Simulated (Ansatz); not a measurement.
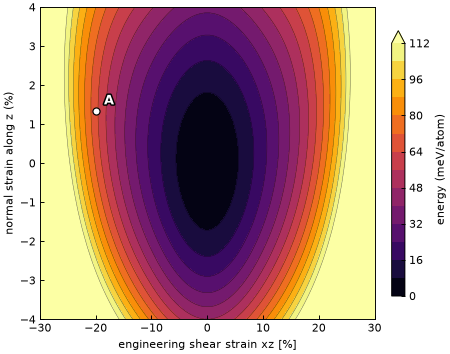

TaN (Fm-3m, No. 225; 2 atoms in the cell). The energy is mapped over two homogeneous strains (x, y and z along the cube axes). First axis: engineering shear strain xz. Second axis: normal strain along z. Nothing is relaxed (symmetry fixes all fractional coordinates). The grid has 7 × 7 points; 28 points were computed and 21 follow by symmetry. Points are written as (first, second). Energies: meV/atom, counted from the lowest grid point. The calculation used DFT PBEsol, scalar-relativistic, plane waves, PAW (Ansatz). Settings: cutoff 520 eV, k-mesh 18×18×18, gaussian smearing 0.15 eV, no spin polarisation.

Drawn: filled contours, one colour for all values above the top of the scale, the point A. Between grid points the surface is interpolated.

Which way does the force act at A, and how strong is it?

Answer. A, at (−20 %, 1.33 %), is not a stationary point. The computed force is 5.3 meV/atom for each 1 % towards larger values of engineering shear strain xz and nearly zero along normal strain along z.

PAW datasets: the set soft_1.
